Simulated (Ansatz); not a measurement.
## TaN: a failed or faulty run and its cure

System: TaN (6 atoms in the cell).
Method of run A: DFT, PBEsol, plane waves, PAW, Ueff = 4 eV on N f (Ansatz 0.2.0).

The structure derives from an entry of the Crystallography Open Database. Text and figures count atoms from 1; the logs count them from 0 in places.

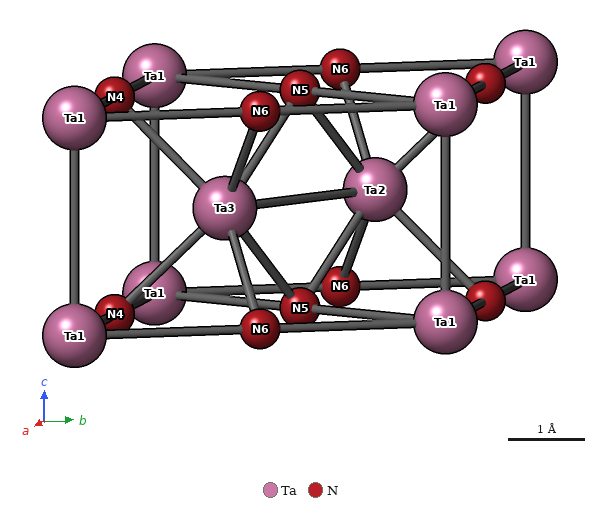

**Figure 1.** The input geometry (ball-and-stick view of the cell of the calculation, seen slightly off an axis; atoms are numbered from 1 in the order of the input). An atom can appear more than once, as a periodic image.

## Input file, run A
```yaml
crystal:
  lattice:
    - [5.1849992558, 0.0, 0.0]
    - [-2.5924996279, 4.4903410741, 0.0]
    - [0.0, 0.0, 2.908]
  atoms:
    - { symbol: Ta, position: [0.0, 0.0, 0.0] }
    - { symbol: Ta, position: [0.3333333333, 0.6666666667, 0.5] }
    - { symbol: Ta, position: [0.6666666667, 0.3333333333, 0.5] }
    - { symbol: "N", position: [0.5, 0.0, 0.0] }
    - { symbol: "N", position: [0.5, 0.5, 0.0] }
    - { symbol: "N", position: [0.0, 0.5, 0.0] }
basis:
  ecutwfc: 420
kpoints:
  mp_grid: { grid: [12, 12, 12] }
hamiltonian:
  xc: pbesol
  hubbard: { sites: [{ species: "N", l: f, u_eff: 4.0 }] }
scf:
  occupations: { method: gaussian, width: 0.1 }
  max_iter: 60
output:
  forces: true
  eigenvalues: true
  stress: true
relax:
  adjacent_minimum: "off"
  f_tol: 0.005
  max_steps: 80
  cell: { stress_tol: 0.05 }
```

Launched with:
```bash
ansatz run input.yaml --threads 4 --pin off --max-ram 10240MiB --backend cpu --events-out ev --progress --plain --runs-dir out
```

Hardware: 4 threads of Intel Xeon (Granite Rapids), 32 GiB of memory available, shared host.

## Output (run A)
```
Error: inconsistent input (hamiltonian.hubbard.sites[].l, hamiltonian.hubbard.sites[].shell): the file of N doesn't list 4f, and it can't be added: PBE doesn't bind the shell 4f of the free atom, whose level lies at +1.14 eV. Type an atom or ion with it (hamiltonian.pseudopotentials.projection_atoms), take another file or name another shell
```

Question: Diagnose this run and give a change of the input that cures it.

Answer: A setting was made wrong on purpose: a U on a shell that isn't there (`hamiltonian.hubbard`). The program refused the input: “inconsistent input (hamiltonian.hubbard.sites[].l, hamiltonian.hubbard.sites[].shell): the file of N doesn't list 4f, and it can't be added: PBE doesn't bind the shell 4f of the free atom, whose level lies at +1.14 eV …”

A run of the same system that converges differs from this input as follows (lines with − go, lines with + come):
```diff
-  hubbard: { sites: [{ species: "N", l: f, u_eff: 4.0 }] }
-  max_iter: 60
+  write_density: true
+  write_potential: true
+  elf: true
+  volumetric_format: npy
```

## Output, shortened to warnings, some set-up lines, iterations and results (run B)
```
Basis set: ecut = 420 eV, 1287 PW (Γ), exchange–correlation on 72×72×40 points (8 copies of the dense FFT grid, shifted against one another)
Symmetry: 24 space group operations
k-points: 133 of 1728
Initial density: superposition of atomic densities (neutral atoms: chi_scale 0, normalization atom), corrected by the library's trained network
[...]
SCF iter   1: F=—  HF=-30560.286161 eV  |F-HF|=—  |Δ(HF+E_count)|=         —  Δρ=1.19e-2  dr2=1.42e-1  ethr=1.77e-3  ⟨swp⟩=5.3  Hψ=17882  notcnv=0
SCF iter   2: F=—  HF=-30560.263973 eV  |F-HF|=—  |Δ(HF+E_count)|=   2.22e-2  Δρ=4.24e-3  dr2=1.44e-2  ethr=2.63e-4  ⟨swp⟩=1.4  Hψ=5568  notcnv=0  defer=9
SCF iter   3: F=—  HF=-30560.261363 eV  |F-HF|=—  |Δ(HF+E_count)|=   2.61e-3  Δρ=1.94e-3  dr2=2.78e-3  ethr=2.67e-5  ⟨swp⟩=2.2  Hψ=5002  notcnv=0  defer=9
SCF iter   4: F=—  HF=-30560.260703 eV  |F-HF|=—  |Δ(HF+E_count)|=   6.60e-4  Δρ=4.97e-4  dr2=1.55e-4  ethr=5.15e-6  ⟨swp⟩=2.0  Hψ=5934  notcnv=0  defer=9
SCF iter   5: F=—  HF=-30560.260665 eV  |F-HF|=—  |Δ(HF+E_count)|=   3.79e-5  Δρ=1.30e-4  dr2=6.86e-6  ethr=2.86e-7  ⟨swp⟩=2.0  Hψ=6186  notcnv=0  defer=9
[... 36 lines ...]
SCF iter   2: F=—  HF=-30560.264077 eV  |F-HF|=—  |Δ(HF+E_count)|=   4.12e-5  Δρ=2.30e-6  dr2=2.89e-9  ethr=9.54e-12  ⟨swp⟩=3.0  Hψ=9982  notcnv=0
SCF iter   3: F=—  HF=-30560.264077 eV  |F-HF|=—  |Δ(HF+E_count)|=  7.53e-10  Δρ=6.01e-7  dr2=1.54e-10  ethr=5.34e-12  ⟨swp⟩=2.0  Hψ=7581  notcnv=0
SCF iter   4: F=-30560.264077 eV  HF=-30560.264077 eV  |F-HF|=1.82e-11  |Δ(HF+E_count)|=  2.91e-11  Δρ=2.96e-7  dr2=2.75e-11  ethr=1.00e-12  ⟨swp⟩=7.2  Hψ=20699  notcnv=0
SCF 7 converged in 4 iterations: F = -30560.264077 eV  dr2 = 2.75e-11
relax step   7: F+E_penalty+E_count = -30560.26407731 eV  Δ(F+E_penalty+E_count) = -1.653e-5 eV  max|allowed force component| = 3.547e-17 eV/Å  Δτ_max = 0.0000 Å  P = +0.001 …
basis re-selected at this cell: Δ(F+E_penalty+E_count) = -1.653e-5 eV, ΔP = +0.000 GPa vs the last step (what re-selecting the basis moved, of the pressure what is left beyond the Pulay correction that the steps carried, after the strain that the cell walked since its last selection, with what the …
SCF converged after 4 iterations
Free energy (F): -30560.264077 eV
Harris-Foulkes:  -30560.264077 eV  (|F-HF|=1.82e-11)
Internal energy: -30560.260822 eV  (E = F + TS)
E sigma→0 (E₀):  -30560.262450 eV
Entropy (-TS):   -0.003255 eV (-0.543 meV/atom)
Fermi energy:    19.408143 eV
--- Per-component energies (eV) ---
  E_band       = -226.516495
  E_kinetic    = 1496.886192
  E_local      = -2083.025425  (includes V_loc(G=0)·N_el)
  E_nonlocal   = 188.727231
  E_hartree    = 709.311899
  E_xc         = -832.411415
  E_vxc        = -843.303144  (∫ρ·V_xc dr)
  E_paw        = -25185.933586  (= ΣΔE_a)
  E_vpaw       = -404.425837  (= ΣTr[D̂ρ^β])
  E_aug_tail   = 0.000874  (compensation charges beyond the density's cutoff)
  E_ewald      = -4854.541827
  E_core_change = 0.725236  (= ΣΔE_core)
  E_smearing   = -0.003255  (= −TS)
  E_closure    = 0.000000  (closes the sum)
  Σ components = -30560.264077   (vs F -30560.264077, Δ=0.00e0)
--- Forces (eV/Å), atoms counted from 1 ---
  atom   1  Ta     0.00000000     0.00000000     0.00000000
  atom   2  Ta     0.00000000    -0.00000000     0.00000000
  atom   3  Ta     0.00000000     0.00000000    -0.00000000
  atom   4  N     -0.00000000     0.00000000    -0.00000000
  atom   5  N      0.00000000     0.00000000     0.00000000
  atom   6  N      0.00000000     0.00000000     0.00000000
  max |Σ_I F_I| component: 2.78e-17 eV/Å
--- Stress (GPa, compression-positive) ---
        0.001273       0.000000       0.000000
        0.000000       0.001273      -0.000000
        0.000000      -0.000000       0.000593
  P = ⅓ Tr σ = 0.0010 GPa (0.010 kbar)
--- Relaxed structure (5 steps of the walk, 5 accepted, 2 SCFs on fresh bases) ---
  F+E_penalty+E_count = -30560.26407731 eV   max|allowed force component| = 3.547e-17 eV/Å   (the final SCF, on the basis selected at the relaxed cell)
  cell:  # Å, volume = 68.1274 Å³
    - [5.205089414327478, 0.0, 1.633392089900811e-34]
    - [-2.602544707163739, 4.5077396617770615, -1.7007954475720666e-34]
[...]
```

## The two runs side by side

```tsv
quantity	run A	run B
outcome	refused	converged
free energy per atom (eV)	–	−5093.3773
gap on the mesh (eV)	–	0.00
pressure (GPa)	–	0.00
volume per atom (Å³)	–	11.35
largest force (eV/Å)	–	0.000
SCF iterations	–	32
irreducible k-points	–	133
```

Notes on run B: Spin–orbit coupling is left out, which matters for Ta.
